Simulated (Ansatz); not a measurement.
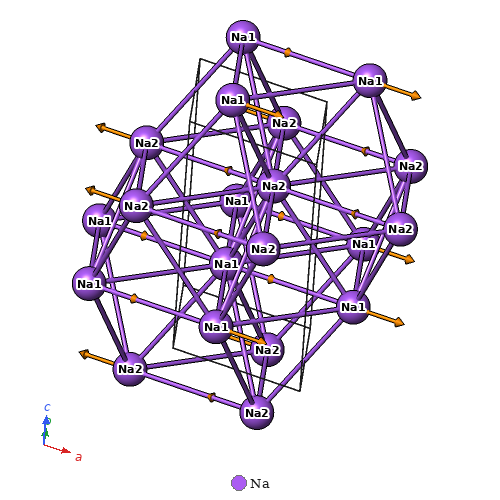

Two computed energy maps of cells of Na. The picture above is the structure of the first map; orange arrows give the pattern of the mode.

Map 1

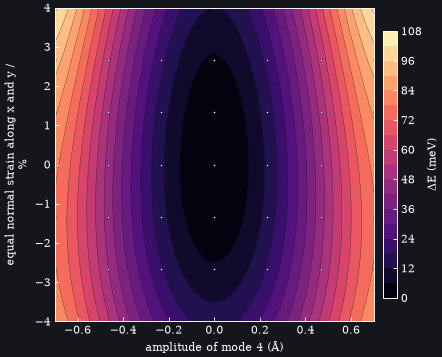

Na (P6_3/mmc, No. 194; 2 atoms in the cell). The energy is mapped over a normal mode and a strain (zone-centre modes of the 2-atom cell of this scan) (x along [1 0 0], y along [1 2 0], z along [0 0 1] of the conventional cell). Coordinates scanned: (1) amplitude of mode 4 (55 cm⁻¹), largest displacement in the unstrained cell; (2) equal normal strain along x and y. Nothing is relaxed (the pattern is fixed in fractional coordinates). The scan uses a 7 × 7 grid; 28 points were computed and 21 follow by symmetry. Points are written as (first, second). All energies are given in meV per cell relative to the lowest grid point. The calculation used DFT PBE, scalar-relativistic, plane waves, PAW (Ansatz 0.2.0). Settings: cutoff 520 eV, k-mesh 15×15×8 in the order of the run's cell vectors, gaussian smearing 0.15 eV, no spin polarisation.

In the figure: filled contours, dots at the grid points. Between grid points the surface is interpolated.

Map 2

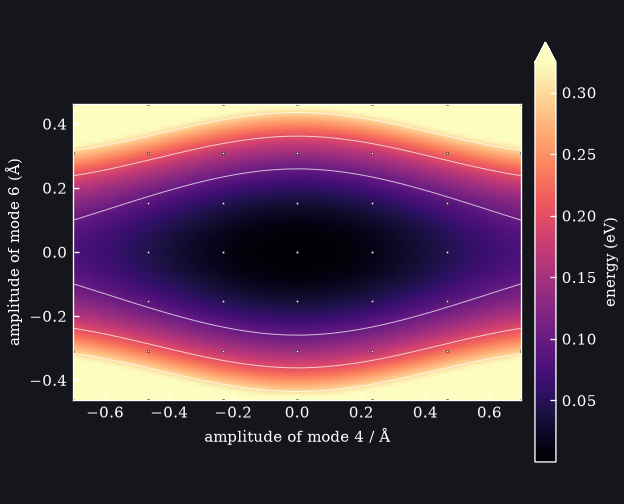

Na (P6_3/mmc, No. 194; 2 atoms in the cell). The energy is mapped over two normal modes frozen in (zone-centre modes of the 2-atom cell of this scan). Coordinates scanned: (1) amplitude of mode 4 (55 cm⁻¹), largest displacement; (2) amplitude of mode 6 (129 cm⁻¹), largest displacement. Nothing is relaxed (the cell and all other modes fixed). The scan uses a 7 × 7 grid; 16 points were computed and 33 follow by symmetry. Points are written as (first, second). Energies: eV per cell, counted from the lowest grid point. Computed with DFT PBE, scalar-relativistic, plane waves, PAW in Ansatz. Settings: cutoff 520 eV, k-mesh 15×15×8 in the order of the run's cell vectors, gaussian smearing 0.15 eV, no spin polarisation.

Drawn: a smooth colour map with a few white contour lines, dots at the grid points, one colour for all values above the top of the scale. Between grid points the surface is interpolated.

What does each map show?

Answer. Map 1: The lowest grid point is at (0.000 Å, 0.00 %). It is the only kind of minimum in the scanned range. The highest grid point, (−0.700 Å, 4.00 %), lies 103 meV above the lowest.
Map 2: The lowest grid point is at (0.000 Å, 0.000 Å). No other kind of well shows on this grid. The highest grid point, (−0.700 Å, −0.463 Å), lies 0.589 eV above the lowest.

Maps 1, 2 start from a relaxed reference structure. Do they show a way to lower its energy?

Answer. No. In each of them the reference is the lowest point, within the accuracy of the grid, so it is stable against the distortions scanned (other distortions weren't tried).
